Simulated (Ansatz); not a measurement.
**Geometry relaxation, with input and output: W (part 1 of 2)**

The run: geometry relaxation of W (slab, 6 atoms in the cell). Method and program: DFT PBEsol, scalar-relativistic, plane waves, PAW, no spin polarisation (Ansatz 0.2.0).

The structure derives from an entry of the Crystallography Open Database.

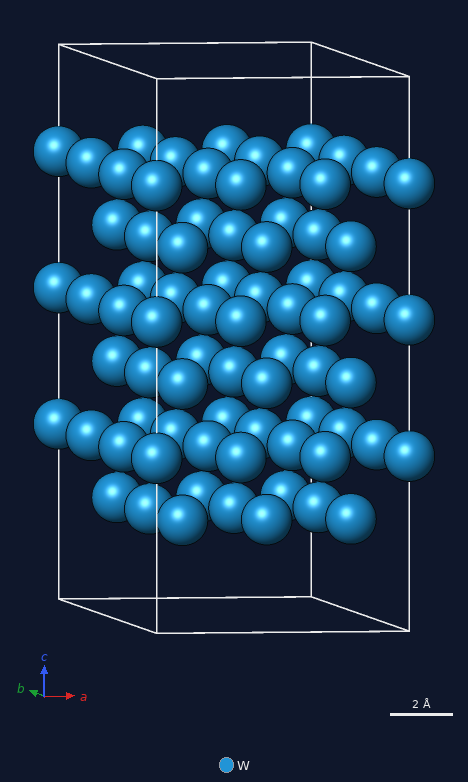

Fig. 1: The starting structure (spheres-only view of the 3 × 3 repeat of the cell, with the vacuum cut short, seen slightly off an axis).

Results in brief

| quantity | value |
| --- | --- |
| outcome | converged |
| electrons treated | 84 |
| free energy | −61536.2974 eV |
| work function, top face | 4.92 eV |
| work function, bottom face | 4.92 eV |
| Fermi energy | 9.279 eV |
| gap on the k-point mesh | none (metallic) |
| final volume | 184.00 Å³ |
| work function (upper face) | 4.92 eV |
| largest force (length of the vector) at the end | 0.016 eV/Å |
| hardware | 1 thread of Arm Neoverse V1, 24 GiB of memory available, shared host |
| wall time | 4.8 min |
| peak memory | 0.58 GiB |

The program warns: the exchange-correlation potential is rough where the density is thin. Spin–orbit coupling is left out, which matters for W.

The input
```yaml
crystal:
  lattice:
    - [2.7317450744, 0.0, 0.0]
    - [-0.9105816915, 2.5755139555, 0.0]
    - [0.0, 0.0, 26.1523025663]
  atoms:
    - { symbol: W, position: [0.5, 0.5, 0.2867816316] }
    - { symbol: W, position: [0.0, 0.0, 0.372068979] }
    - { symbol: W, position: [0.5, 0.5, 0.4573563263] }
    - { symbol: W, position: [0.0, 0.0, 0.5426436737] }
    - { symbol: W, position: [0.5, 0.5, 0.627931021] }
    - { symbol: W, position: [0.0, 0.0, 0.7132183684] }
basis:
  ecutwfc: 420
kpoints:
  mp_grid: { grid: [13, 13, 1] }
hamiltonian:
  xc: pbesol
scf:
  occupations: { method: gaussian, width: 0.1 }
output:
  forces: true
  eigenvalues: true
  write_density: true
  write_potential: true
  elf: true
  volumetric_format: npy
relax:
  adjacent_minimum: "off"
  f_tol: 0.02
  max_steps: 60
efield:
  axis: 3
  dipole_correction: true
```

Launched with:
```bash
ansatz run input.yaml --threads 1 --pin off --max-ram 2560MiB --backend cpu --events-out ev --progress --plain --runs-dir out
```

Output
```
Engine: ansatz 0.2.0, aarch64-unknown-linux-gnu
Pseudopotentials: kind: paw
Pseudopotential: W, paw, valence charge 14, recommended cutoff 420 eV (normal), W.paw.azcp
Functional definition: PBEsol
  exchange = pbesol_x
  correlation = pbesol_c
Crystal: 6 atoms, lattice volume = 183.998 Å³
Basis set: ecut = 420 eV, 3649 PW (Γ), exchange–correlation on 40×40×360 points (8 copies of the dense FFT grid, shifted against one another)
Bands: 51, of which v1, the nominal top of the filled ones, is band 42 counted from 1 (41 counted from 0)
Symmetry: 4 space group operations
k-points: 49 of 169
Non-local potential: W, projectors of the file, l = 0: 3, l = 1: 2, l = 2: 2, l = 3: 1
PAW form: soft (Blöchl's): semilocal exchange-correlation on the pseudo side does not see the compensation charge
PAW frozen core: W, regenerated for the run's functional, and the local potential with it (the file was generated under x = pbe(κ = 0.804, μ = 0.2195149727645171), c = pbe(β = 0.06672455060314922))
PAW one-centre angular grid: W, 590 points (default); XC on 64 Gauss nodes
Initial density: superposition of atomic densities (neutral atoms: chi_scale 0, normalization atom), corrected by the library's trained network
Initial wavefunctions: pseudopotential atomic-orbital guess
Functional: x = pbesol(κ = 0.804, μ = 0.12345679012345678), c = pbesol(β = 0.046)
SCF iter   1: F=—  HF=-61536.258681 eV  |F-HF|=—  |Δ(HF+E_count)|=         —  Δρ=6.45e-3  dr2=4.87e-1  ethr=1.77e-3  p=0.000 e·Å  D=3.91e-14 V/Å  ΔV_dip=-0.00 eV  dr2_dipole=7.25e-6  V_vac-E_F(+/−)=5.13/5.13 eV  ⟨swp⟩=8.1  Hψ=11405  notcnv=0
efield: sawtooth ramp at fractional position 0.9500 (placed from the atoms, in the widest stretch of the axis that holds none; the zero of the levels goes with the place), width 0.1000; the density the first Hamiltonian is built on has a dipole p = 0.000 e·Å; the dipole correction subtracts the counter field D = 3.91e-14 V/Å, which shifts the + side's vacuum level by -0.00 eV against the − side's; the planar-averaged density in the ramp window peaks in size at 4.5e-5 e/Å³
preconditioner: auto → LDOS  [metal: Δε(μ)=0.014 eV  Ē_g=4.953 eV  σ=0.100 eV  W_gap=0.08  n_scr=18 (ndim 8)  ℏωp=16.4 eV  f_vac=0.428  D(μ)=4.48/eV (n_scr^D=16)  β→1.0]
SCF iter   2: F=—  HF=-61536.242018 eV  |F-HF|=—  |Δ(HF+E_count)|=   1.67e-2  Δρ=3.63e-3  dr2=1.06e-1  ethr=5.80e-4  p=0.000 e·Å  D=2.51e-5 V/Å  ΔV_dip=-0.00 eV  dr2_dipole=9.85e-7  V_vac-E_F(+/−)=5.01/5.01 eV  ⟨swp⟩=2.2  Hψ=3618  notcnv=0  defer=104
SCF iter   3: F=—  HF=-61536.232093 eV  |F-HF|=—  |Δ(HF+E_count)|=   9.92e-3  Δρ=7.14e-4  dr2=6.43e-3  ethr=1.27e-4  p=0.000 e·Å  D=8.75e-6 V/Å  ΔV_dip=-0.00 eV  dr2_dipole=8.73e-7  V_vac-E_F(+/−)=5.03/5.03 eV  ⟨swp⟩=2.2  Hψ=3321  notcnv=0  defer=104
SCF iter   4: F=—  HF=-61536.231686 eV  |F-HF|=—  |Δ(HF+E_count)|=   4.07e-4  Δρ=2.11e-4  dr2=3.40e-4  ethr=7.66e-6  p=0.000 e·Å  D=7.62e-6 V/Å  ΔV_dip=-0.00 eV  dr2_dipole=2.93e-8  V_vac-E_F(+/−)=5.02/5.02 eV  ⟨swp⟩=2.8  Hψ=3567  notcnv=0  defer=54
SCF iter   5: F=—  HF=-61536.231646 eV  |F-HF|=—  |Δ(HF+E_count)|=   3.99e-5  Δρ=7.32e-5  dr2=1.61e-5  ethr=4.05e-7  p=0.000 e·Å  D=5.39e-6 V/Å  ΔV_dip=-0.00 eV  dr2_dipole=7.12e-9  V_vac-E_F(+/−)=5.02/5.02 eV  ⟨swp⟩=2.9  Hψ=3605  notcnv=0  defer=47
iter 6 did not close the SCF: its close was put off until two iterations running show no level that it waits for move by more than its bar (scf_convergence_deferred on its scf_iter line)
SCF iter   6: F=-61536.231651 eV  HF=-61536.231650 eV  |F-HF|=8.34e-7  |Δ(HF+E_count)|=   4.14e-6  Δρ=2.13e-5  dr2=8.69e-7  ethr=1.19e-8  p=0.000 e·Å  D=2.83e-6 V/Å  ΔV_dip=-0.00 eV  dr2_dipole=6.03e-10  V_vac-E_F(+/−)=5.02/5.02 eV  ⟨swp⟩=23.3  Hψ=26412  notcnv=0
SCF iter   7: F=-61536.231651 eV  HF=-61536.231651 eV  |F-HF|=1.39e-7  |Δ(HF+E_count)|=   1.04e-6  Δρ=6.35e-6  dr2=7.08e-8  ethr=1.03e-9  p=0.000 e·Å  D=1.30e-6 V/Å  ΔV_dip=-0.00 eV  dr2_dipole=1.55e-12  V_vac-E_F(+/−)=5.02/5.02 eV  ⟨swp⟩=11.2  Hψ=20694  notcnv=0
SCF 1 converged in 7 iterations: F = -61536.231651 eV  dr2 = 7.08e-8
  greatest PAW one-centre occupation: 1.000 electrons in one spin orbital (limit 2), on the W atom at site 5 (counted from 0), in its partial waves of l = 0
relax step   1: F+E_penalty+E_count = -61536.23165117 eV  Δ(F+E_penalty+E_count) = +0.000e0 eV  max|allowed force component| = 7.699e-1 eV/Å  Δτ_max = 0.0000 Å  (7 SCF iters, dr2 threshold 1.00e-5 eV, accepted)
Initial density: handed on by an earlier stage of this run
Initial wavefunctions: those handed on with the density
iter 1 solved again at ethr=2.01e-3 eV; its pass at ethr=3.10e-3 eV (dr2=1.69e0 eV) is discarded
SCF iter   1: F=—  HF=-61536.258024 eV  |F-HF|=—  |Δ(HF+E_count)|=         —  Δρ=1.65e-2  dr2=1.74e0  ethr=2.01e-3  p=0.000 e·Å  D=1.30e-6 V/Å  ΔV_dip=-0.00 eV  dr2_dipole=1.33e-10  V_vac-E_F(+/−)=5.07/5.07 eV  ⟨swp⟩=1.3  Hψ=10197  notcnv=0  defer=55
efield: sawtooth ramp at fractional position 0.9500 (handed on by an earlier solve), width 0.1000; the density the first Hamiltonian is built on has a dipole p = 0.000 e·Å; the dipole correction subtracts the counter field D = 1.30e-6 V/Å, which shifts the + side's vacuum level by -0.00 eV against the − side's; the planar-averaged density in the ramp window peaks in size at 4.4e-6 e/Å³
preconditioner: auto → LDOS  [metal: Δε(μ)=0.016 eV  Ē_g=5.171 eV  σ=0.100 eV  W_gap=0.09  n_scr=18 (ndim 8)  ℏωp=16.4 eV  f_vac=0.444  D(μ)=3.68/eV (n_scr^D=14)  β→1.0]
SCF iter   2: F=—  HF=-61536.186505 eV  |F-HF|=—  |Δ(HF+E_count)|=   7.15e-2  Δρ=1.06e-2  dr2=7.96e-1  ethr=2.01e-3  p=0.000 e·Å  D=2.94e-6 V/Å  ΔV_dip=-0.00 eV  dr2_dipole=2.80e-9  V_vac-E_F(+/−)=4.55/4.55 eV  ⟨swp⟩=3.7  Hψ=4729  notcnv=0  defer=60
SCF iter   3: F=—  HF=-61536.041543 eV  |F-HF|=—  |Δ(HF+E_count)|=   1.45e-1  Δρ=2.53e-3  dr2=3.35e-2  ethr=9.47e-4  p=0.000 e·Å  D=6.39e-7 V/Å  ΔV_dip=-0.00 eV  dr2_dipole=5.38e-10  V_vac-E_F(+/−)=4.74/4.74 eV  ⟨swp⟩=3.3  Hψ=4857  notcnv=0  defer=121
SCF iter   4: F=—  HF=-61536.035152 eV  |F-HF|=—  |Δ(HF+E_count)|=   6.39e-3  Δρ=8.62e-4  dr2=3.45e-3  ethr=3.98e-5  p=0.000 e·Å  D=1.81e-7 V/Å  ΔV_dip=-0.00 eV  dr2_dipole=4.11e-12  V_vac-E_F(+/−)=4.71/4.71 eV  ⟨swp⟩=2.8  Hψ=4229  notcnv=0  defer=121
SCF iter   5: F=—  HF=-61536.035250 eV  |F-HF|=—  |Δ(HF+E_count)|=   9.84e-5  Δρ=2.65e-4  dr2=1.15e-4  ethr=4.10e-6  p=-0.000 e·Å  D=-5.31e-8 V/Å  ΔV_dip=0.00 eV  dr2_dipole=1.13e-13  V_vac-E_F(+/−)=4.70/4.70 eV  ⟨swp⟩=2.2  Hψ=3449  notcnv=0  defer=121
SCF iter   6: F=-61536.035337 eV  HF=-61536.035338 eV  |F-HF|=8.85e-7  |Δ(HF+E_count)|=   8.78e-5  Δρ=7.25e-5  dr2=1.37e-5  ethr=4.41e-8  p=-0.000 e·Å  D=-1.51e-7 V/Å  ΔV_dip=0.00 eV  dr2_dipole=3.23e-14  V_vac-E_F(+/−)=4.70/4.70 eV  ⟨swp⟩=23.1  Hψ=29651  notcnv=0
SCF 2 converged in 6 iterations: F = -61536.035337 eV  dr2 = 1.37e-5
  greatest PAW one-centre occupation: 1.000 electrons in one spin orbital (limit 2), on the W atom at site 3 (counted from 0), in its partial waves of l = 0
relax step   2: F+E_penalty+E_count = -61536.03533696 eV  Δ(F+E_penalty+E_count) = +1.963e-1 eV  max|allowed force component| = 1.939e0 eV/Å  Δτ_max = 0.1937 Å  (6 SCF iters, dr2 threshold 3.70e-5 eV, rejected (line search))
iter 1 solved again at ethr=6.24e-4 eV; its pass at ethr=3.10e-3 eV (dr2=5.25e-1 eV) is discarded
SCF iter   1: F=—  HF=-61536.359196 eV  |F-HF|=—  |Δ(HF+E_count)|=         —  Δρ=8.92e-3  dr2=5.21e-1  ethr=6.24e-4  p=-0.000 e·Å  D=-1.51e-7 V/Å  ΔV_dip=0.00 eV  dr2_dipole=1.24e-11  V_vac-E_F(+/−)=4.71/4.71 eV  ⟨swp⟩=1.7  Hψ=8517  notcnv=0  defer=108
efield: sawtooth ramp at fractional position 0.9500 (handed on by an earlier solve), width 0.1000; the density the first Hamiltonian is built on has a dipole p = -0.000 e·Å; the dipole correction subtracts the counter field D = -1.51e-7 V/Å, which shifts the + side's vacuum level by +0.00 eV against the − side's; the planar-averaged density in the ramp window peaks in size at 3.0e-6 e/Å³
preconditioner: auto → LDOS  [metal: Δε(μ)=0.023 eV  Ē_g=5.018 eV  σ=0.100 eV  W_gap=0.13  n_scr=18 (ndim 8)  ℏωp=16.4 eV  f_vac=0.434  D(μ)=2.86/eV (n_scr^D=12)  β→1.0]
SCF iter   2: F=—  HF=-61536.350298 eV  |F-HF|=—  |Δ(HF+E_count)|=   8.90e-3  Δρ=6.79e-3  dr2=4.32e-1  ethr=6.21e-4  p=-0.000 e·Å  D=-9.03e-7 V/Å  ΔV_dip=0.00 eV  dr2_dipole=1.19e-10  V_vac-E_F(+/−)=5.00/5.00 eV  ⟨swp⟩=3.5  Hψ=5081  notcnv=0  defer=110
SCF iter   3: F=—  HF=-61536.291487 eV  |F-HF|=—  |Δ(HF+E_count)|=   5.88e-2  Δρ=1.20e-3  dr2=9.77e-3  ethr=5.14e-4  p=0.000 e·Å  D=5.28e-8 V/Å  ΔV_dip=-0.00 eV  dr2_dipole=6.00e-10  V_vac-E_F(+/−)=4.88/4.88 eV  ⟨swp⟩=2.1  Hψ=3984  notcnv=0  defer=115
SCF iter   4: F=—  HF=-61536.291023 eV  |F-HF|=—  |Δ(HF+E_count)|=   4.64e-4  Δρ=3.39e-4  dr2=3.89e-4  ethr=1.16e-5  p=-0.000 e·Å  D=-4.95e-7 V/Å  ΔV_dip=0.00 eV  dr2_dipole=1.47e-10  V_vac-E_F(+/−)=4.89/4.89 eV  ⟨swp⟩=2.6  Hψ=3923  notcnv=0  defer=115
SCF iter   5: F=—  HF=-61536.290976 eV  |F-HF|=—  |Δ(HF+E_count)|=   4.68e-5  Δρ=1.30e-4  dr2=4.22e-5  ethr=4.63e-7  p=-0.000 e·Å  D=-2.05e-7 V/Å  ΔV_dip=0.00 eV  dr2_dipole=2.81e-11  V_vac-E_F(+/−)=4.89/4.89 eV  ⟨swp⟩=2.9  Hψ=4512  notcnv=0  defer=115
SCF iter   6: F=—  HF=-61536.291056 eV  |F-HF|=—  |Δ(HF+E_count)|=   8.01e-5  Δρ=5.54e-5  dr2=1.53e-5  ethr=5.02e-8  p=-0.000 e·Å  D=-1.28e-7 V/Å  ΔV_dip=0.00 eV  dr2_dipole=2.16e-12  V_vac-E_F(+/−)=4.89/4.89 eV  ⟨swp⟩=2.5  Hψ=4165  notcnv=0  defer=116
SCF iter   7: F=—  HF=-61536.291056 eV  |F-HF|=—  |Δ(HF+E_count)|=   7.05e-8  Δρ=2.10e-5  dr2=1.28e-6  ethr=1.83e-8  p=-0.000 e·Å  D=-5.87e-8 V/Å  ΔV_dip=0.00 eV  dr2_dipole=7.61e-16  V_vac-E_F(+/−)=4.89/4.89 eV  ⟨swp⟩=2.4  Hψ=3483  notcnv=0  defer=116
SCF iter   8: F=-61536.291057 eV  HF=-61536.291056 eV  |F-HF|=1.22e-7  |Δ(HF+E_count)|=   3.54e-7  Δρ=7.11e-6  dr2=7.05e-8  ethr=1.19e-10  p=-0.000 e·Å  D=-4.72e-8 V/Å  ΔV_dip=0.00 eV  dr2_dipole=4.80e-16  V_vac-E_F(+/−)=4.89/4.89 eV  ⟨swp⟩=20.4  Hψ=24844  notcnv=0
SCF 3 converged in 8 iterations: F = -61536.291057 eV  dr2 = 7.05e-8
  greatest PAW one-centre occupation: 1.000 electrons in one spin orbital (limit 2), on the W atom at site 2 (counted from 0), in its partial waves of l = 0
relax step   3: F+E_penalty+E_count = -61536.29105658 eV  Δ(F+E_penalty+E_count) = -5.941e-2 eV  max|allowed force component| = 2.963e-1 eV/Å  Δτ_max = 0.0942 Å  (8 SCF iters, accepted)
SCF iter   1: F=—  HF=-61536.299649 eV  |F-HF|=—  |Δ(HF+E_count)|=         —  Δρ=1.57e-3  dr2=1.61e-2  ethr=1.88e-4  p=-0.000 e·Å  D=-4.72e-8 V/Å  ΔV_dip=0.00 eV  dr2_dipole=4.16e-12  V_vac-E_F(+/−)=4.89/4.89 eV  ⟨swp⟩=2.1  Hψ=4336  notcnv=0  defer=88
efield: sawtooth ramp at fractional position 0.9500 (handed on by an earlier solve), width 0.1000; the density the first Hamiltonian is built on has a dipole p = -0.000 e·Å; the dipole correction subtracts the counter field D = -4.72e-8 V/Å, which shifts the + side's vacuum level by +0.00 eV against the − side's; the planar-averaged density in the ramp window peaks in size at 3.7e-6 e/Å³
preconditioner: auto → LDOS  [metal: Δε(μ)=0.016 eV  Ē_g=5.012 eV  σ=0.100 eV  W_gap=0.09  n_scr=18 (ndim 8)  ℏωp=16.4 eV  f_vac=0.430  D(μ)=3.16/eV (n_scr^D=14)  β→1.0]
SCF iter   2: F=—  HF=-61536.299170 eV  |F-HF|=—  |Δ(HF+E_count)|=   4.79e-4  Δρ=1.19e-3  dr2=1.25e-2  ethr=1.92e-5  p=0.000 e·Å  D=2.42e-7 V/Å  ΔV_dip=-0.00 eV  dr2_dipole=9.69e-13  V_vac-E_F(+/−)=4.94/4.94 eV  ⟨swp⟩=3.1  Hψ=4313  notcnv=0  defer=84
SCF iter   3: F=—  HF=-61536.297357 eV  |F-HF|=—  |Δ(HF+E_count)|=   1.81e-3  Δρ=1.98e-4  dr2=1.73e-4  ethr=1.49e-5  p=0.000 e·Å  D=3.73e-8 V/Å  ΔV_dip=-0.00 eV  dr2_dipole=1.53e-13  V_vac-E_F(+/−)=4.92/4.92 eV  ⟨swp⟩=2.2  Hψ=3559  notcnv=0  defer=84
SCF iter   4: F=—  HF=-61536.297390 eV  |F-HF|=—  |Δ(HF+E_count)|=   3.34e-5  Δρ=7.91e-5  dr2=3.00e-5  ethr=2.06e-7  p=-0.000 e·Å  D=-8.68e-9 V/Å  ΔV_dip=0.00 eV  dr2_dipole=1.71e-13  V_vac-E_F(+/−)=4.92/4.92 eV  ⟨swp⟩=2.9  Hψ=4541  notcnv=0  defer=84
SCF iter   5: F=-61536.297386 eV  HF=-61536.297389 eV  |F-HF|=2.87e-6  |Δ(HF+E_count)|=   7.10e-7  Δρ=3.24e-5  dr2=4.80e-6  ethr=6.53e-9  p=0.000 e·Å  D=2.26e-8 V/Å  ΔV_dip=-0.00 eV  dr2_dipole=5.76e-13  V_vac-E_F(+/−)=4.92/4.92 eV  ⟨swp⟩=22.4  Hψ=28950  notcnv=0
SCF 4 converged in 5 iterations: F = -61536.297386 eV  dr2 = 4.80e-6
relax step   4: F+E_penalty+E_count = -61536.29738636 eV  Δ(F+E_penalty+E_count) = -6.330e-3 eV  max|allowed force component| = 1.544e-2 eV/Å  Δτ_max = 0.0152 Å  (5 SCF iters, dr2 threshold 5.49e-6 eV, accepted)
iter 1 solved again at ethr=5.70e-9 eV; its pass at ethr=3.10e-3 eV (dr2=4.79e-6 eV) is discarded
SCF iter   1: F=—  HF=-61536.297421 eV  |F-HF|=—  |Δ(HF+E_count)|=         —  Δρ=3.24e-5  dr2=4.79e-6  ethr=5.70e-9  p=0.000 e·Å  D=2.26e-8 V/Å  ΔV_dip=-0.00 eV  dr2_dipole=1.14e-12  V_vac-E_F(+/−)=4.92/4.92 eV  ⟨swp⟩=1.0  Hψ=6174  notcnv=0
efield: sawtooth ramp at fractional position 0.9500 (handed on by an earlier solve), width 0.1000; the density the first Hamiltonian is built on has a dipole p = 0.000 e·Å; the dipole correction subtracts the counter field D = 2.26e-8 V/Å, which shifts the + side's vacuum level by -0.00 eV against the − side's; the planar-averaged density in the ramp window peaks in size at 3.8e-6 e/Å³
preconditioner: auto → LDOS  [metal: Δε(μ)=0.016 eV  Ē_g=5.015 eV  σ=0.100 eV  W_gap=0.09  n_scr=18 (ndim 8)  ℏωp=16.4 eV  f_vac=0.430  D(μ)=3.14/eV (n_scr^D=14)  β→1.0]
SCF iter   2: F=—  HF=-61536.297391 eV  |F-HF|=—  |Δ(HF+E_count)|=   3.07e-5  Δρ=2.78e-5  dr2=8.88e-6  ethr=5.70e-9  p=-0.000 e·Å  D=-2.71e-9 V/Å  ΔV_dip=0.00 eV  dr2_dipole=6.23e-13  V_vac-E_F(+/−)=4.92/4.92 eV  ⟨swp⟩=2.0  Hψ=3794  notcnv=0
SCF iter   3: F=—  HF=-61536.297390 eV  |F-HF|=—  |Δ(HF+E_count)|=   7.06e-7  Δρ=7.62e-6  dr2=4.50e-7  ethr=5.70e-9  p=0.000 e·Å  D=6.71e-9 V/Å  ΔV_dip=-0.00 eV  dr2_dipole=3.92e-14  V_vac-E_F(+/−)=4.92/4.92 eV  ⟨swp⟩=2.0  Hψ=3320  notcnv=0
SCF iter   4: F=-61536.297390 eV  HF=-61536.297390 eV  |F-HF|=1.60e-8  |Δ(HF+E_count)|=   1.80e-9  Δρ=2.25e-6  dr2=3.11e-8  ethr=1.19e-10  p=0.000 e·Å  D=6.51e-9 V/Å  ΔV_dip=-0.00 eV  dr2_dipole=1.03e-13  V_vac-E_F(+/−)=4.92/4.92 eV  ⟨swp⟩=11.7  Hψ=21728  notcnv=0
SCF 5 converged in 4 iterations: F = -61536.297390 eV  dr2 = 3.11e-8
relax step   5: F+E_penalty+E_count = -61536.29738984 eV  Δ(F+E_penalty+E_count) = -3.476e-6 eV  max|allowed force component| = 1.566e-2 eV/Å  Δτ_max = 0.0000 Å  (4 SCF iters, accepted)
```

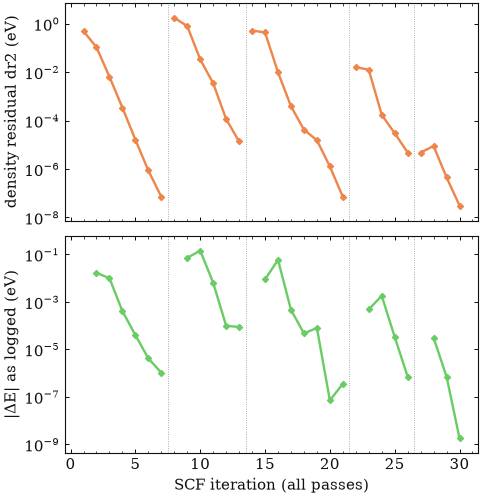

Fig. 2: Convergence of the self-consistent field: density residual dr2 and size of the energy change against the SCF iteration. The dotted lines part the SCF passes of the relaxation: geometry steps, rejected trials and re-solves on a re-selected basis. The 5 passes take 4 to 8 iterations each, 30 in all.
